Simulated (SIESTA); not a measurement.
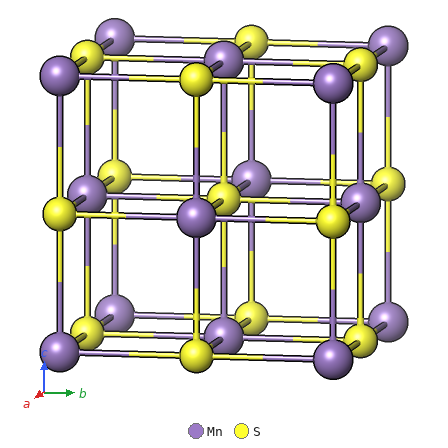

System: MnS, space group Fm-3m (No. 225). The picture shows the conventional cell.

Structure:
```xyz
2
Lattice="0.0000 2.6045 2.6045 2.6045 0.0000 2.6045 2.6045 2.6045 0.0000" Properties=species:S:1:pos:R:3 pbc="T T T"
Mn    0.0000    0.0000    0.0000
S     2.6045    2.6045    2.6045
```

Computed with SIESTA 5.4.2: DFT in numerical atomic orbitals with pseudopotentials, collinear spins; energies at scaled volumes of the given cell, shape and fractions fixed, counted from the fit's minimum, third-order Birch-Murnaghan fit. Level: PBE, collinear spin.

- k mesh: 9×9×9
- occupations: Fermi–Dirac
- smearing width: 0.05 eV
- potentials: PseudoDojo 0.4 standard, converted to PSML, two zetas on semicore shells
- program settings: basis DZP, mesh cutoff 800 Ry

Predict the energy, pressure and cell moment against volume. The volume takes the values 16.61, 16.96, 17.31, 17.67, 18.02, 18.37, 18.73 Å³/atom.

A third-order Birch–Murnaghan fit gives V0 = 17.21 Å³/atom, B0 = 59.3 GPa and B′ = 3.0. The energy is 4.15 meV/atom at volume 16.61 Å³/atom and 22.06 meV/atom at 18.73 Å³/atom; the lowest computed point is at volume 17.31 Å³/atom (0.14 meV/atom). The pressure falls from 2.21 GPa at volume 16.61 Å³/atom to −4.43 GPa at 18.73 Å³/atom, and changes sign near 17.20 Å³/atom. The cell moment rises from 4.64 μB at volume 16.61 Å³/atom to 4.89 μB at 18.73 Å³/atom.

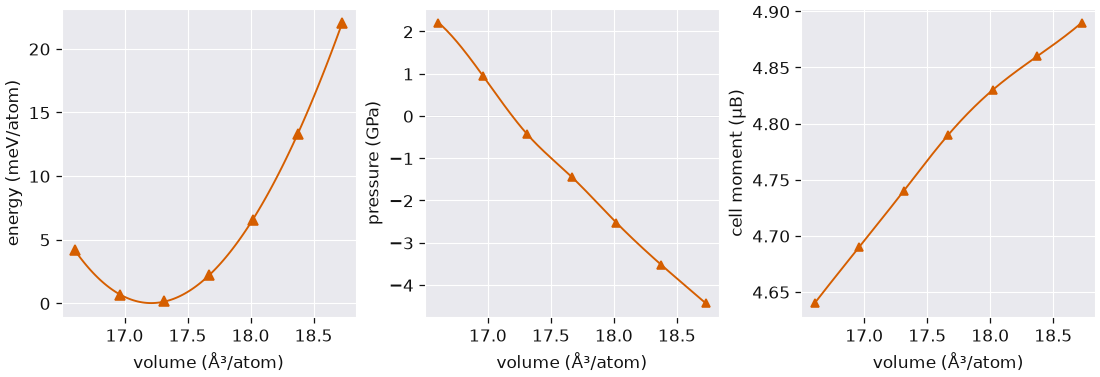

Caveats: mulliken charges of long orbitals; short basis over semicore shells.
